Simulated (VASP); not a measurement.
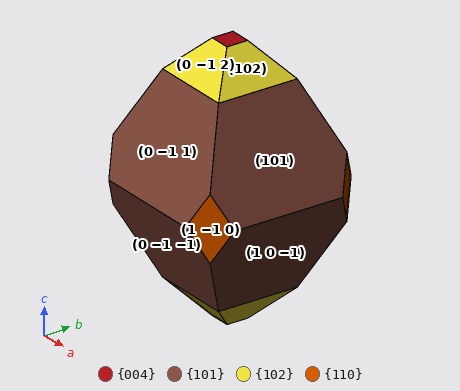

O, space group P4_12_12 (No. 92), a = 4.044 Å, b = 4.044 Å, c = 8.783 Å, α = 90.00°, β = 90.00°, γ = 90.00°. The shape was computed with the Donnay–Harker form of the Bravais–Friedel law: planes with larger spacing d grow more slowly and so show as larger faces; centring, glide planes and screw axes halve or divide d. Origin: a cell listed in the Materials Project, as set up for an electronic-structure calculation. Forms under 0.4 % of the area are left out. Forms are taken in the Laue class: a face and its opposite count as one form.

> Why is the form written {004} rather than {001}?

The reflection 001 is extinguished by the screw axis of P4_12_12: equivalent layers repeat every d/4 = 2.196 Å, and the rule uses that shorter spacing.

> Which form makes up most of the surface, and how much?

{101}, with 8 faces and about 80 % of the area; its spacing is d = 3.673 Å.

> How many faces does the whole crystal have, by form?

22 faces: 8 of {101}, 8 of {102}, 4 of {110} and 2 of {004}.

> List the forms with their spacings and shares.

| form | faces | d (Å) | share of area (%) |
| --- | --- | --- | --- |
| {101} | 8 | 3.673 | 80.2 |
| {102} | 8 | 2.975 | 14.6 |
| {110} | 4 | 2.860 | 4.4 |
| {004} | 2 | 2.196 | 0.7 |
